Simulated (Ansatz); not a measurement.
```
CELL_PARAMETERS angstrom
1.41864 0.00000 4.51737
0.00000 -7.26858 0.00000
1.66807 0.00000 -2.41857
ATOMIC_POSITIONS crystal
I 0.00000 0.50000 0.50000
I 0.50000 0.00000 0.50000
```

Space group C2/m; a structure from a database of computed crystals, not necessarily the ambient phase; computed without spin polarisation.

Level of theory: DFT PBE+D3(BJ), scalar-relativistic, plane waves, PAW (Ansatz).

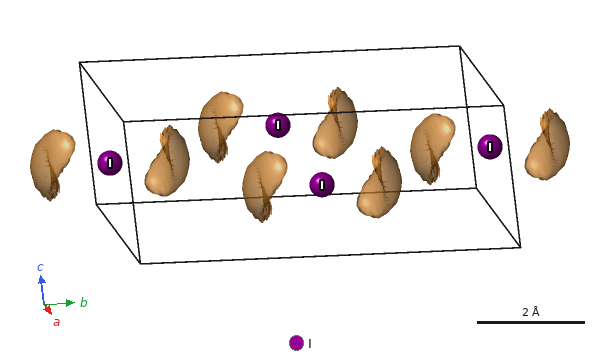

I. Isosurface of the electron localisation function at 0.8 (orange), seen slightly off an axis. Core shells and regions of very low density are left out.

In a PAW calculation such maps are meaningful between the atoms, not at the nuclei.

### Identify the bonds, lone pairs and shells in this picture.

At this value the surface marks out four lobes on I, pointing away from the bonds (lone pairs, which may merge into one lobe), counted in one cell of 2 atoms. Any copies at cell faces, edges or corners count once.

Values along the shortest contacts:
I–I (2.94 Å): the ELF is about 0.45 at the midpoint.

### Does the calculation give a band gap?

It is metallic or semimetallic at this level of theory: no gap opens.
